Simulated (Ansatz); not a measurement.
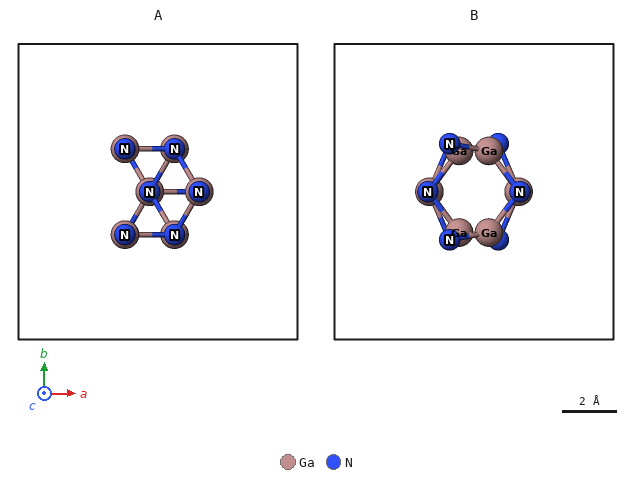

Two geometries of a wire of composition GaN, drawn at one scale. One is the start of a relaxation, the other its converged end. A ball-and-stick model of the cell of the calculation, with the vacuum cut short, seen along the c axis.

The calculation used Ansatz, DFT PBE, scalar-relativistic, plane waves, PAW. Settings: plane-wave cutoff 420 eV; k-point mesh 1 × 1 × 4; occupations gaussian; smearing width 0.05 eV; collinear spin; cell relaxed at fixed a, b, alpha, beta, gamma; force threshold 0.02 eV/Å; at most 45 steps.

### Which geometry has the lower energy?

Structure B is the relaxed one. Case: wire along [1 1 1], 12 atoms a period. Over 23 accepted moves (26 points after the start) the energy falls by 7.357 eV per cell of the calculation. Largest force component: 1.6 eV/Å at the start, 0.011 eV/Å at the end. The line search rejected the trial step at point 20 of the run. At 2 points the geometry stayed and the basis and grid were re-selected for the new cell (energy shift of 27.8 meV per cell of the calculation at most each time). The largest moves relative to the centre of the atoms, 1.97 Å, are those of Ga atoms. Largest moves by element: Ga 1.97 Å, N 1.50 Å. Along the periodic axis the drawn cell goes c 7.878 → 6.003 Å (−23.8 %). Some distances before and after: Ga–N 3.771 → 1.935 Å, Ga–N 1.970 → 3.562 Å, Ga–Ga 3.216 → 2.566 Å, Ga–N 1.970 → 1.864 Å. New bonds form, among them: Ga–N (3.77 → 1.93 Å), Ga–N (3.77 → 1.94 Å). Bonds break, among them: Ga–N (1.97 → 3.56 Å). Among the angles between lasting bonds that change: Ga–N–Ga 109.5° → 82.2°, Ga–N–Ga 109.5° → 83.0°, N–Ga–N 109.5° → 134.8°. The program noted that the starting moments weren't kept. The run may lie on a higher electronic state than the lowest, so the end point isn't shown to be the ground-state structure. Cost: 5.2 min on 4 threads of Intel(R) Xeon(R) 6975P-C (Granite Rapids), on a shared host, peak memory 2.2 GiB.
